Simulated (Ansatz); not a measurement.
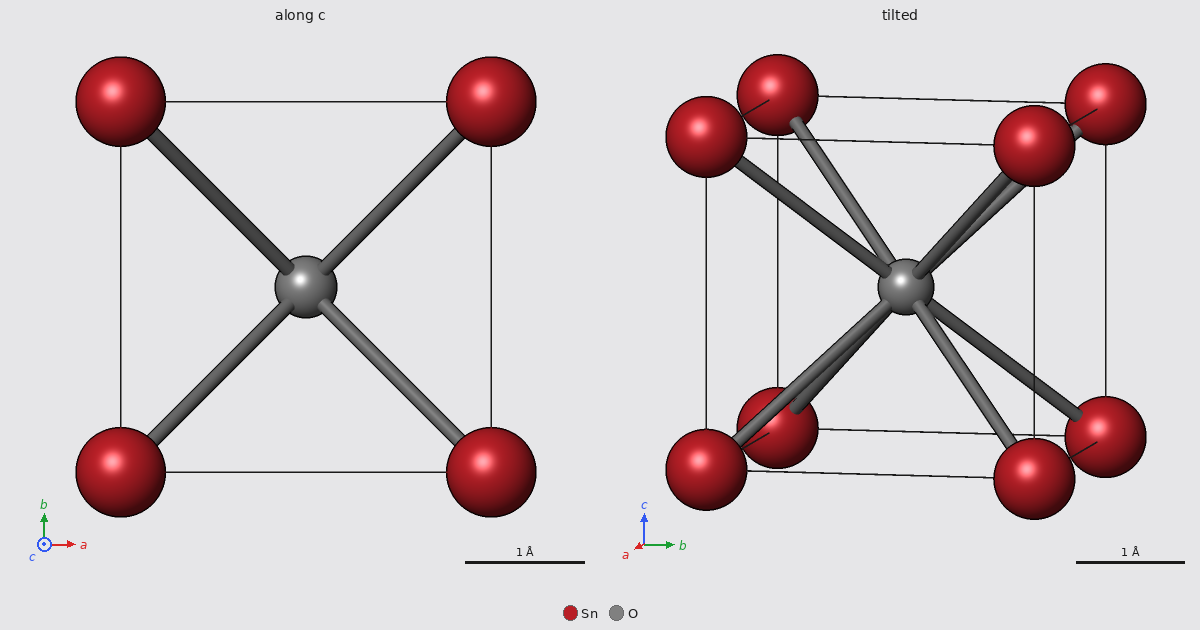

The image is a ball-and-stick drawing of a crystal, viewed along the c axis and slightly off an axis. The parallelepiped is the simulation cell.

Input for the calculation:
```yaml
crystal:
  lattice:
    - [3.1207858608, 0.0, 0.0]
    - [0.0, 3.1207858608, 0.0]
    - [0.0, 0.0, 3.1207858608]
  atoms:
    - { symbol: Sn, position: [0.0, 0.0, 0.0] }
    - { symbol: O, position: [0.5, 0.5, 0.5] }
kpoints:
  mp_grid: { grid: [8, 8, 8] }
  band_path:
    path:
      - [0.0, 0.0, 0.0]
      - [0.0, 0.5, 0.0]
      - [0.5, 0.5, 0.0]
      - [0.5, 0.5, 0.5]
      - [0.0, 0.125, -0.5]
    npoints: 1
hamiltonian:
  xc: r2scan
scf:
  occupations: { method: fermi_dirac, width: 0.02 }
  n_extra_bands: 4
output:
  forces: true
  stress: true
  eigenvalues: true
```
Run as:
```sh
ansatz run input.yaml --threads 4 --pin off --max-ram 3686MiB --backend cpu --events-out ev --progress --plain --runs-dir out
```

All computed values are from DFT, r2SCAN, plane waves, PAW (Ansatz 0.2.0). Settings: a plane-wave cutoff of 500 eV, k-grid 8×8×8, Fermi-Dirac smearing of 0.02 eV, no spin polarisation.

Is it conducting or gapped at this level?

Answer. A semiconductor at this level, with a gap of 0.07 eV, indirect; the smallest direct gap is 0.20 eV.

What is the computed pressure?

Answer. The computed pressure is -1.7 GPa (stretched: it would shrink).

Starting structure: a structure type filled with these elements by a generator (whether the compound takes this form wasn't checked). The cell was then strained or its atoms displaced on purpose. It went into a calculation with Ansatz.
